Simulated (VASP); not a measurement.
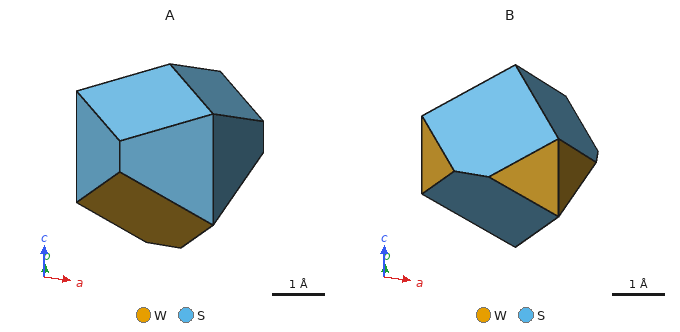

Computed Voronoi cells of the 2 sites of this structure, drawn to one scale and in one orientation; each face has the colour of the neighbour behind it.

WS2, space group P6_3/mmc (No. 194), a = 3.155 Å, b = 3.155 Å, c = 12.134 Å, α = 90.00°, β = 90.00°, γ = 120.00°

| site | Wyckoff | x | y | z |
| --- | --- | --- | --- | --- |
| W | 2c | 0.6667 | 0.3333 | 0.7500 |
| S | 4f | 0.6667 | 0.3333 | 0.3798 |

Origin: the geometry relaxed with VASP, VASP Kohn-Sham DFT of a periodic cell, PBE with D3(BJ), VASP PAW PBE potentials, recommended.

Which cell belongs to which site?

Answer. A is S (12 faces above 1 % of the solid angle, 19.3 Å³, facing S 58 %, W 42 %); B is W (12 faces above 1 % of the solid angle, 13.6 Å³, mostly facing S).
